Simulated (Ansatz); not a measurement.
## Geometry relaxation of Mo (part 3 of 3)

Mo (slab, 27 atoms in the cell); DFT PBE+D3(BJ), scalar-relativistic, plane waves, PAW, no spin polarisation (Ansatz 0.2.0); cutoff 420 eV, 3×3×1 k-mesh, Gaussian smearing of 0.1 eV. The structure derives from an entry of the Crystallography Open Database. The input holds or restrains some coordinates. Forces given for the steps count only the free coordinates. It belongs to a series of runs on one base structure; here: clean slab, lower planes held.

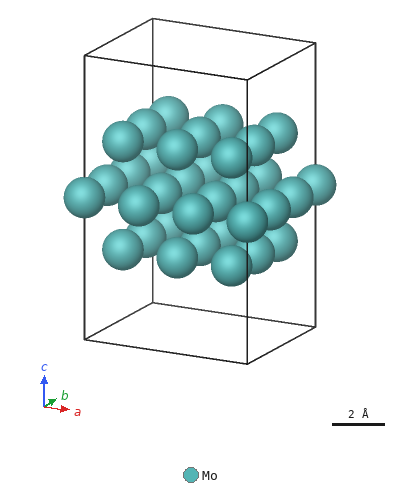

Fig. 1: The geometry at step 3 of the log (spheres-only view of the cell of the calculation, with the vacuum cut short, seen slightly off an axis).

The program's output, continued
```
  k-point 2: bands = ["-57.2849", "-57.2611", "-57.2611", "-57.1727", "-57.1355", "-57.1355", "-57.1295", "-57.1295", "-57.0717", "-56.9724", "-56.9437", "-56.9437", "-56.9391", "-56.9048", "-56.9048", "-56.8888", "-56.8837", "-56.8570", "-56.8570", "-56.8570", "-56.8570", "-56.8339", "-56.8339", "-56.8159", "-56.8159", "-56.7728", "-56.7500", "-32.0148", "-32.0148", "-31.9935", "-31.8722", "-31.8722", "-31.7774", "-31.7658", "-31.7658", "-31.7640", "-31.7640", "-31.6943", "-31.6558", "-31.6558",
      "-31.6215", "-31.5764", "-31.5558", "-31.4878", "-31.4878", "-31.4874", "-31.4874", "-31.4740", "-31.4684", "-31.4212", "-31.3873", "-31.3873", "-31.2723", "-31.2723", "-31.2296", "-31.1800", "-31.1800", "-31.1143", "-31.1143", "-31.0625", "-31.0625", "-31.0620", "-31.0458", "-31.0265", "-31.0265", "-31.0083", "-31.0049", "-31.0018", "-31.0018", "-30.9673", "-30.9673", "-30.8964", "-30.8935", "-30.8935", "-30.8898", "-30.8898", "-30.8846", "-30.8764", "-30.8646", "-30.8646",
      "-30.8627", "-30.8400", "-30.8383", "-30.7590", "-30.7558", "-30.7558", "-30.7316", "-30.7316", "-30.7051", "-30.7051", "-30.6383", "-30.6297", "-30.6238", "-30.6238", "-30.6228", "-30.6174", "-30.6174", "-30.5918", "-30.5918", "-30.5315", "-30.5315", "-30.5125", "-30.5004", "-30.5004", "-30.4961", "-30.4944", "-30.4944", "-30.4937", "-1.5667", "-1.2825", "-1.2825", "-1.0854", "-0.9162", "-0.6790", "-0.6790", "-0.5440", "-0.5440", "-0.5365", "-0.2363", "-0.2363",
      "-0.1908", "-0.1147", "-0.1147", "0.0162", "0.0162", "0.0608", "0.0840", "0.1388", "0.1388", "0.2090", "0.3654", "0.3654", "0.5685", "0.5685", "0.5830", "0.6838", "0.8258", "0.9619", "0.9619", "0.9837", "0.9894", "0.9894", "1.0116", "1.0116", "1.0341", "1.0341", "1.1556", "1.1789", "1.2151", "1.3309", "1.3309", "1.4804", "1.4804", "1.5340", "1.6193", "1.6993", "1.6993", "1.8149", "1.8149", "2.1784",
      "2.1784", "2.3488", "2.3507", "2.3831", "2.4371", "2.4371", "2.4707", "2.6267", "2.6322", "2.6322", "2.6645", "2.6645", "2.6744", "2.7397", "2.7397", "2.8861", "2.8861", "2.9407", "2.9407", "2.9741", "2.9741", "3.2519", "3.3529", "3.3604", "3.6315", "3.7146", "3.7146", "3.8823", "3.8823", "3.9141", "3.9141", "4.1501", "4.1501", "4.1566", "4.3549", "4.3549", "4.3697", "4.3697", "4.4108", "4.4108",
      "4.5374", "4.5374", "4.5852", "4.6228", "4.6305", "4.8304", "4.9028", "4.9028", "4.9218", "4.9218", "5.0845", "5.2868", "5.2868", "5.4135", "5.4135", "5.4527", "5.4527", "5.5193", "5.6990", "5.6990", "5.7271", "5.8242", "5.8915", "5.8915", "5.9582", "5.9866", "5.9866"]
  k-point 3: bands = ["-57.3066", "-57.2280", "-57.2262", "-57.2262", "-57.1491", "-57.1491", "-57.1091", "-57.1091", "-57.0785", "-56.9816", "-56.9356", "-56.9294", "-56.9294", "-56.9117", "-56.9117", "-56.9108", "-56.8717", "-56.8620", "-56.8620", "-56.8533", "-56.8533", "-56.8262", "-56.8262", "-56.8210", "-56.8210", "-56.7755", "-56.7486", "-31.9968", "-31.9706", "-31.9706", "-31.9299", "-31.9299", "-31.8335", "-31.7449", "-31.7449", "-31.7207", "-31.6884", "-31.6884", "-31.6761", "-31.6761",
      "-31.6168", "-31.6168", "-31.5702", "-31.5227", "-31.5133", "-31.5133", "-31.4714", "-31.4669", "-31.4669", "-31.4664", "-31.3131", "-31.2595", "-31.2595", "-31.2283", "-31.1940", "-31.1940", "-31.1910", "-31.1910", "-31.1831", "-31.0788", "-31.0788", "-31.0654", "-31.0416", "-31.0416", "-31.0335", "-31.0258", "-31.0193", "-31.0193", "-30.9677", "-30.9670", "-30.9670", "-30.9563", "-30.9563", "-30.9056", "-30.8939", "-30.8623", "-30.8583", "-30.8583", "-30.8560", "-30.8560",
      "-30.8280", "-30.7621", "-30.7621", "-30.7567", "-30.7567", "-30.7471", "-30.7408", "-30.7408", "-30.7027", "-30.7027", "-30.6680", "-30.6523", "-30.6523", "-30.6404", "-30.6196", "-30.6183", "-30.5931", "-30.5745", "-30.5745", "-30.5551", "-30.5551", "-30.5070", "-30.5070", "-30.5048", "-30.4940", "-30.4903", "-30.4903", "-30.4879", "-2.0287", "-1.2648", "-0.9523", "-0.8664", "-0.7595", "-0.7114", "-0.6899", "-0.6899", "-0.5955", "-0.5955", "-0.4826", "-0.4826",
      "-0.4133", "-0.2318", "-0.2318", "-0.0786", "-0.0131", "-0.0131", "0.0237", "0.3225", "0.3225", "0.3774", "0.3774", "0.4798", "0.7664", "0.7664", "0.8425", "0.8425", "0.8701", "0.8701", "1.0035", "1.0035", "1.0461", "1.0461", "1.0694", "1.0694", "1.1243", "1.1536", "1.1821", "1.2029", "1.2029", "1.3430", "1.3430", "1.5482", "1.5810", "1.5810", "1.8367", "1.9158", "1.9158", "1.9204", "1.9204", "1.9579",
      "1.9579", "2.0986", "2.1506", "2.1506", "2.1722", "2.5552", "2.6035", "2.6035", "2.6236", "2.6546", "2.6546", "2.6938", "2.7696", "2.7696", "2.9238", "2.9448", "3.1058", "3.1274", "3.1371", "3.1371", "3.2348", "3.2434", "3.2434", "3.2561", "3.2561", "3.5327", "3.5823", "3.7297", "3.7911", "3.7911", "3.8956", "4.0259", "4.0259", "4.0348", "4.1238", "4.1238", "4.2287", "4.2287", "4.2490", "4.3102",
      "4.5129", "4.5129", "4.5705", "4.5924", "4.6232", "4.8058", "4.8361", "4.8361", "4.9797", "5.1447", "5.2122", "5.2140", "5.2140", "5.2896", "5.3935", "5.3935", "5.5352", "5.5352", "5.5405", "5.5405", "5.6682", "5.6682", "5.6885", "5.6885", "5.8111", "5.8111", "6.0783"]
--- Relaxed structure (4 steps of the walk, 4 accepted, 0 SCFs on fresh bases) ---
  F+E_penalty+E_count = -133802.81555913 eV   max|allowed force component| = 7.624e-4 eV/Å
  atoms:
    - { symbol: Mo, position: [0.16666666666666669, 0.16666666666666666, 0.3916424459] }
    - { symbol: Mo, position: [0.16666666666666669, 0.5, 0.3916424459] }
    - { symbol: Mo, position: [0.16666666666666663, 0.8333333333333333, 0.3916424459] }
    - { symbol: Mo, position: [0.5000000000000001, 0.16666666666666666, 0.3916424459] }
    - { symbol: Mo, position: [0.5000000000000001, 0.5, 0.3916424459] }
    - { symbol: Mo, position: [0.5, 0.8333333333333333, 0.3916424459] }
    - { symbol: Mo, position: [0.8333333333333335, 0.16666666666666666, 0.3916424459] }
    - { symbol: Mo, position: [0.8333333333333335, 0.5, 0.3916424459] }
    - { symbol: Mo, position: [0.8333333333333335, 0.8333333333333333, 0.3916424459] }
    - { symbol: Mo, position: [0.33333333333333337, 0.3333333333333333, 0.4968376964918154] }
    - { symbol: Mo, position: [0.33333333333333337, 0.6666666666666666, 0.4968376964918154] }
    - { symbol: Mo, position: [0.3333333333333334, -4.676640298117362e-19, 0.4968376964918154] }
    - { symbol: Mo, position: [0.6666666666666667, 0.3333333333333333, 0.4968376964918154] }
    - { symbol: Mo, position: [0.6666666666666666, 0.6666666666666665, 0.4968376964918154] }
    - { symbol: Mo, position: [0.6666666666666667, -4.676640296602749e-19, 0.4968376964918154] }
    - { symbol: Mo, position: [-2.7755575615628914e-17, 0.3333333333333333, 0.4968376964918154] }
    - { symbol: Mo, position: [-5.551115123125783e-17, 0.6666666666666665, 0.4968376964918154] }
    - { symbol: Mo, position: [-1.5588800993342435e-19, -4.676640297932599e-19, 0.4968376964918154] }
    - { symbol: Mo, position: [0.5000000000000001, 0.5, 0.6020273054881631] }
    - { symbol: Mo, position: [0.5, 0.8333333333333333, 0.6020273054881631] }
    - { symbol: Mo, position: [0.5000000000000001, 0.16666666666666666, 0.6020273054881631] }
    - { symbol: Mo, position: [0.8333333333333335, 0.5, 0.6020273054881631] }
    - { symbol: Mo, position: [0.8333333333333335, 0.8333333333333333, 0.6020273054881631] }
    - { symbol: Mo, position: [0.8333333333333335, 0.16666666666666666, 0.6020273054881631] }
    - { symbol: Mo, position: [0.16666666666666669, 0.5, 0.6020273054881631] }
    - { symbol: Mo, position: [0.16666666666666663, 0.8333333333333333, 0.6020273054881631] }
    - { symbol: Mo, position: [0.16666666666666669, 0.16666666666666666, 0.6020273054881631] }
```

Trajectory as extended XYZ (Å, eV, eV/Å), 4 frames, from step=1 to step=4
```
27
Lattice="8.1325 0.0000 0.0000 -2.7108 7.6674 0.0000 0.0000 0.0000 20.4268" Properties=species:S:1:pos:R:3:forces:R:3 step=1 energy=-133802.50102
Mo    0.9036    1.2779    8.0000    0.0000   0.0000   0.5167
Mo    0.0000    3.8337    8.0000    0.0000   0.0000   0.5167
Mo   -0.9036    6.3895    8.0000    0.0000   0.0000   0.5167
Mo    3.6145    1.2779    8.0000    0.0000   0.0000   0.5167
Mo    2.7108    3.8337    8.0000    0.0000   0.0000   0.5167
Mo    1.8072    6.3895    8.0000    0.0000   0.0000   0.5167
Mo    6.3253    1.2779    8.0000    0.0000   0.0000   0.5167
Mo    5.4217    3.8337    8.0000    0.0000   0.0000   0.5167
Mo    4.5181    6.3895    8.0000    0.0000   0.0000   0.5167
Mo    1.8072    2.5558   10.2134    0.0000   0.0000   0.0000
Mo    0.9036    5.1116   10.2134    0.0000   0.0000   0.0000
Mo    2.7108    0.0000   10.2134    0.0000   0.0000   0.0000
Mo    4.5181    2.5558   10.2134    0.0000   0.0000   0.0000
Mo    3.6145    5.1116   10.2134    0.0000   0.0000   0.0000
Mo    5.4217    0.0000   10.2134    0.0000   0.0000   0.0000
Mo   -0.9036    2.5558   10.2134    0.0000   0.0000   0.0000
Mo   -1.8072    5.1116   10.2134    0.0000   0.0000   0.0000
Mo    0.0000    0.0000   10.2134    0.0000   0.0000   0.0000
Mo    2.7108    3.8337   12.4268    0.0000   0.0000  -0.5167
Mo    1.8072    6.3895   12.4268    0.0000   0.0000  -0.5167
Mo    3.6145    1.2779   12.4268    0.0000   0.0000  -0.5167
Mo    5.4217    3.8337   12.4268    0.0000   0.0000  -0.5167
Mo    4.5181    6.3895   12.4268    0.0000   0.0000  -0.5167
Mo    6.3253    1.2779   12.4268    0.0000   0.0000  -0.5167
Mo    0.0000    3.8337   12.4268    0.0000   0.0000  -0.5167
Mo   -0.9036    6.3895   12.4268    0.0000   0.0000  -0.5167
Mo    0.9036    1.2779   12.4268    0.0000   0.0000  -0.5167
27
Lattice="8.1325 0.0000 0.0000 -2.7108 7.6674 0.0000 0.0000 0.0000 20.4268" Properties=species:S:1:pos:R:3:forces:R:3 step=2 energy=-133802.71192
Mo    0.9036    1.2779    8.0000    0.0000   0.0000  -0.2290
Mo    0.0000    3.8337    8.0000    0.0000   0.0000  -0.2290
Mo   -0.9036    6.3895    8.0000    0.0000   0.0000  -0.2290
Mo    3.6145    1.2779    8.0000    0.0000   0.0000  -0.2290
Mo    2.7108    3.8337    8.0000    0.0000   0.0000  -0.2290
Mo    1.8072    6.3895    8.0000    0.0000   0.0000  -0.2290
Mo    6.3253    1.2779    8.0000    0.0000   0.0000  -0.2290
Mo    5.4217    3.8337    8.0000    0.0000   0.0000  -0.2290
Mo    4.5181    6.3895    8.0000    0.0000   0.0000  -0.2290
Mo    1.8072    2.5558   10.1282    0.0000   0.0000  -0.1838
Mo    0.9036    5.1116   10.1282    0.0000   0.0000  -0.1838
Mo    2.7108    0.0000   10.1282    0.0000   0.0000  -0.1838
Mo    4.5181    2.5558   10.1282    0.0000   0.0000  -0.1838
Mo    3.6145    5.1116   10.1282    0.0000   0.0000  -0.1838
Mo    5.4217    0.0000   10.1282    0.0000   0.0000  -0.1838
Mo   -0.9036    2.5558   10.1282    0.0000   0.0000  -0.1838
Mo   -1.8072    5.1116   10.1282    0.0000   0.0000  -0.1838
Mo    0.0000    0.0000   10.1282    0.0000   0.0000  -0.1838
Mo    2.7108    3.8337   12.2312    0.0000   0.0000   0.4121
Mo    1.8072    6.3895   12.2312    0.0000   0.0000   0.4121
Mo    3.6145    1.2779   12.2312    0.0000   0.0000   0.4121
Mo    5.4217    3.8337   12.2312    0.0000   0.0000   0.4121
Mo    4.5181    6.3895   12.2312    0.0000   0.0000   0.4121
Mo    6.3253    1.2779   12.2312    0.0000   0.0000   0.4121
Mo    0.0000    3.8337   12.2312    0.0000   0.0000   0.4121
Mo   -0.9036    6.3895   12.2312    0.0000   0.0000   0.4121
Mo    0.9036    1.2779   12.2312    0.0000   0.0000   0.4121
27
Lattice="8.1325 0.0000 0.0000 -2.7108 7.6674 0.0000 0.0000 0.0000 20.4268" Properties=species:S:1:pos:R:3:forces:R:3 step=3 energy=-133802.81465
Mo    0.9036    1.2779    8.0000    0.0000   0.0000   0.0095
Mo    0.0000    3.8337    8.0000    0.0000   0.0000   0.0095
Mo   -0.9036    6.3895    8.0000    0.0000   0.0000   0.0095
Mo    3.6145    1.2779    8.0000    0.0000   0.0000   0.0095
Mo    2.7108    3.8337    8.0000    0.0000   0.0000   0.0095
Mo    1.8072    6.3895    8.0000    0.0000   0.0000   0.0095
Mo    6.3253    1.2779    8.0000    0.0000   0.0000   0.0095
Mo    5.4217    3.8337    8.0000    0.0000   0.0000   0.0095
Mo    4.5181    6.3895    8.0000    0.0000   0.0000   0.0095
Mo    1.8072    2.5558   10.1508    0.0000   0.0000  -0.0461
Mo    0.9036    5.1116   10.1508    0.0000   0.0000  -0.0461
Mo    2.7108    0.0000   10.1508    0.0000   0.0000  -0.0461
Mo    4.5181    2.5558   10.1508    0.0000   0.0000  -0.0461
Mo    3.6145    5.1116   10.1508    0.0000   0.0000  -0.0461
Mo    5.4217    0.0000   10.1508    0.0000   0.0000  -0.0461
Mo   -0.9036    2.5558   10.1508    0.0000   0.0000  -0.0461
Mo   -1.8072    5.1116   10.1508    0.0000   0.0000  -0.0461
Mo    0.0000    0.0000   10.1508    0.0000   0.0000  -0.0461
Mo    2.7108    3.8337   12.2945    0.0000   0.0000   0.0368
Mo    1.8072    6.3895   12.2945    0.0000   0.0000   0.0368
Mo    3.6145    1.2779   12.2945    0.0000   0.0000   0.0368
Mo    5.4217    3.8337   12.2945    0.0000   0.0000   0.0368
Mo    4.5181    6.3895   12.2945    0.0000   0.0000   0.0368
Mo    6.3253    1.2779   12.2945    0.0000   0.0000   0.0368
Mo    0.0000    3.8337   12.2945    0.0000   0.0000   0.0368
Mo   -0.9036    6.3895   12.2945    0.0000   0.0000   0.0368
Mo    0.9036    1.2779   12.2945    0.0000   0.0000   0.0368
27
Lattice="8.1325 0.0000 0.0000 -2.7108 7.6674 0.0000 0.0000 0.0000 20.4268" Properties=species:S:1:pos:R:3:forces:R:3 step=4 energy=-133802.81556
Mo    0.9036    1.2779    8.0000    0.0000   0.0000   0.0007
Mo    0.0000    3.8337    8.0000    0.0000   0.0000   0.0007
Mo   -0.9036    6.3895    8.0000    0.0000   0.0000   0.0007
Mo    3.6145    1.2779    8.0000    0.0000   0.0000   0.0007
Mo    2.7108    3.8337    8.0000    0.0000   0.0000   0.0007
Mo    1.8072    6.3895    8.0000    0.0000   0.0000   0.0007
Mo    6.3253    1.2779    8.0000    0.0000   0.0000   0.0007
Mo    5.4217    3.8337    8.0000    0.0000   0.0000   0.0007
Mo    4.5181    6.3895    8.0000    0.0000   0.0000   0.0007
Mo    1.8072    2.5558   10.1488    0.0000   0.0000  -0.0008
Mo    0.9036    5.1116   10.1488    0.0000   0.0000  -0.0008
Mo    2.7108    0.0000   10.1488    0.0000   0.0000  -0.0008
Mo    4.5181    2.5558   10.1488    0.0000   0.0000  -0.0008
Mo    3.6145    5.1116   10.1488    0.0000   0.0000  -0.0008
Mo    5.4217    0.0000   10.1488    0.0000   0.0000  -0.0008
Mo   -0.9036    2.5558   10.1488    0.0000   0.0000  -0.0008
Mo   -1.8072    5.1116   10.1488    0.0000   0.0000  -0.0008
Mo    0.0000    0.0000   10.1488    0.0000   0.0000  -0.0008
Mo    2.7108    3.8337   12.2975    0.0000   0.0000   0.0001
Mo    1.8072    6.3895   12.2975    0.0000   0.0000   0.0001
Mo    3.6145    1.2779   12.2975    0.0000   0.0000   0.0001
Mo    5.4217    3.8337   12.2975    0.0000   0.0000   0.0001
Mo    4.5181    6.3895   12.2975    0.0000   0.0000   0.0001
Mo    6.3253    1.2779   12.2975    0.0000   0.0000   0.0001
Mo    0.0000    3.8337   12.2975    0.0000   0.0000   0.0001
Mo   -0.9036    6.3895   12.2975    0.0000   0.0000   0.0001
Mo    0.9036    1.2779   12.2975    0.0000   0.0000   0.0001
```

Results in brief

```tsv
quantity	value
outcome	converged under the restraints of the input
electrons treated	378
free energy	−133802.8156 eV
work function, top face	4.69 eV
work function, bottom face	4.69 eV
Fermi energy	3.934 eV
gap on the k-point mesh	none (metallic)
final volume	1273.73 Å³
work function (upper face)	4.69 eV
largest force (length of the vector) at the end, held atoms and coordinates included	0.001 eV/Å
hardware	8 threads of Intel Xeon (Granite Rapids), 32 GiB of memory available, shared host
wall time	43 s (CPU time 5.4 min)
peak memory	4.7 GiB
```

Warnings of the run: the exchange-correlation potential is rough where the density is thin.
